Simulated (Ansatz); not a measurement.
# Si$_{15}$Ni (cell with a defect): what the fields show

```
CELL_PARAMETERS angstrom
0.00000 5.46968 5.46968
5.46968 0.00000 5.46968
5.46968 5.46968 0.00000
ATOMIC_POSITIONS crystal
Ni 0.37313 0.37686 0.37440
Si 0.37268 0.37641 0.87485
Si 0.37265 0.87734 0.37392
Si 0.37630 0.87369 0.87123
Si 0.86996 0.38004 0.37757
Si 0.87361 0.37638 0.87488
Si 0.87358 0.87731 0.37395
Si 0.87313 0.87686 0.87440
Si 0.24822 0.25724 0.25472
Si 0.25350 0.25195 0.73861
Si 0.25346 0.74107 0.24949
Si 0.24827 0.75069 0.74818
Si 0.73734 0.25719 0.25477
Si 0.74695 0.25200 0.75165
Si 0.74692 0.75411 0.24954
Si 0.75038 0.75065 0.74822
```

Spin-polarised.

Theory: Ansatz, DFT PBE, scalar-relativistic, plane waves, PAW.

Core electrons are frozen (PAW), and the valence fields are smoothed inside the atomic spheres.

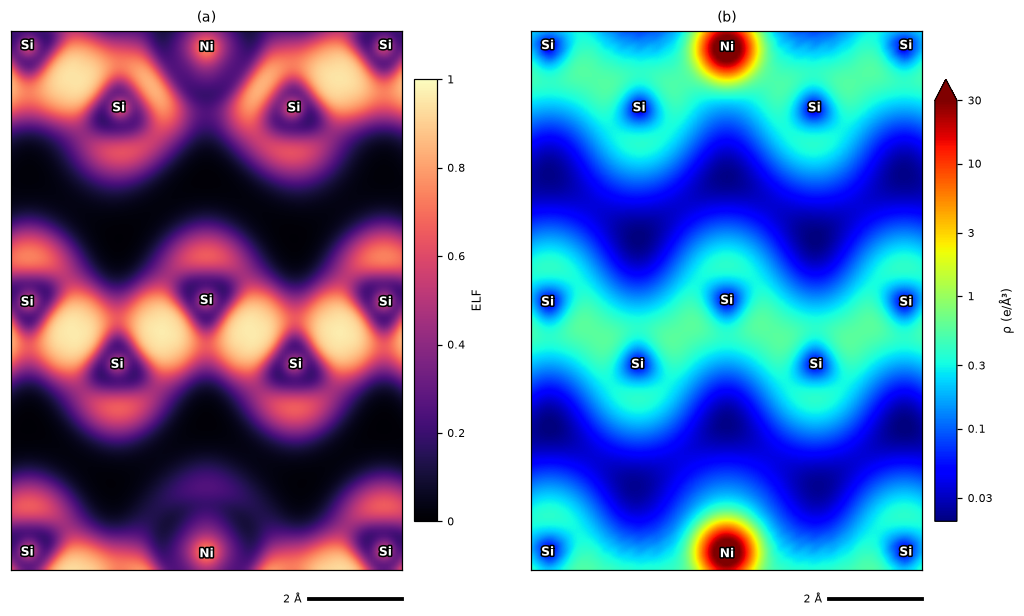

Figure 1. (a) electron localisation function; (b) valence electron density on the (011̄) plane of the calculation cell.

Read the bonding off the picture.

Answer.
- Atoms in the plane: Ni and Si.
- Si–Ni (2.30 Å): ρ at the midpoint is about 0.52 e/Å³; the ELF peaks at about 0.85 in the valence shell of Si, 0.9 Å from its nucleus, and is about 0.60 at the midpoint.
- Si–Si (2.36 Å): ρ is about 0.57 e/Å³ halfway; the ELF peaks at about 0.95 between the atoms.
- Between the atoms the lowest density in this plane is 0.02 e/Å³.
- The features right at Ni lie inside the PAW spheres, where the map follows smoothed inner orbitals and isn't to be read closely.

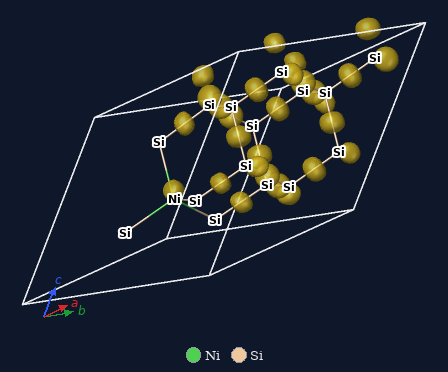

Figure 2. Isosurface of the ELF at 0.9 (yellow), seen at an oblique angle. Only the valence region is drawn (cores and ρ < 0.01 e/Å³ removed). Sticks mark near contacts.

Describe the localisation domains.

Answer. The surface consists of 28 regions between bonded Si–Si atoms, counted in one cell of 16 atoms. Any copies at cell faces, edges or corners count once.

Does the calculation make it a metal, or give it a gap?

Answer. It is metallic or semimetallic at this level of theory: no gap opens.
